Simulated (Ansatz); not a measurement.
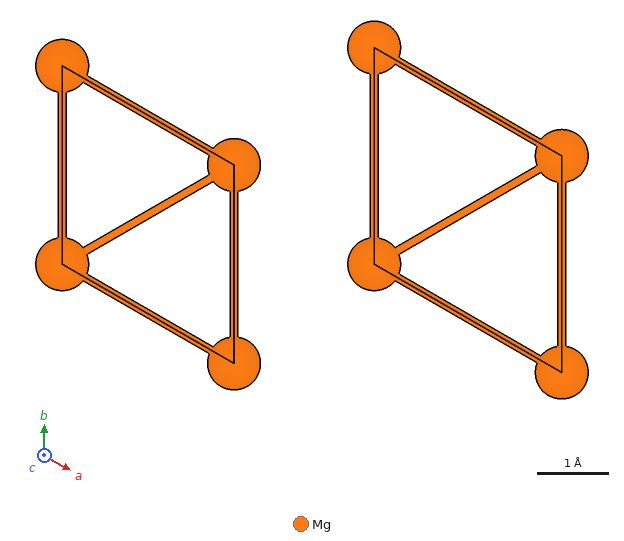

Two geometries of crystalline Mg (a generated structure, set up in P6/mmm) (coarse preliminary run), drawn at one scale. One is the start of a relaxation, the other its converged end. Style: ball-and-stick. Shown: the cell of the calculation, along the c axis.

Computed with DFT PBE, scalar-relativistic, plane waves, PAW (Ansatz 0.2.0). Settings: plane-wave cutoff 420 eV; k-point mesh 6 × 6 × 4; occupations gaussian; smearing width 0.1 eV; no spin polarisation; cell and atoms relaxed; force threshold 0.04 eV/Å; at most 70 steps.

> Which of the two is the end point?

The right one is the relaxed one. After 3 accepted moves (4 points after the start) the energy has fallen by 423 meV per atom. Largest force component: 1.8 eV/Å at the start, 0.005 eV/Å at the end. The pressure goes from 11.84 to 0.02 GPa. The SCF was repeated once at an unchanged geometry on a basis and grid sized afresh for the cell, which shifted the energy by 0.3 meV per atom at most. The largest moves relative to the cell, 0.37 Å, are those of Mg atoms. The volume changes by +12.6 %, with a = b 2.817 → 3.075 Å (+9.2 %), c 6.690 → 6.321 Å (−5.5 %). Near-neighbour distances that change, for instance: Mg–Mg 4.139 → 3.164 Å, Mg–Mg 2.552 → 3.157 Å, Mg–Mg 2.817 → 3.075 Å. The space group stays P6/mmm (No. 191). The run took 3.8 s on 1 thread of Arm Neoverse V2, on a shared host, peak memory 0.28 GiB.

Limits of the set-up: the k-point mesh is coarse for a cell with partly filled bands.
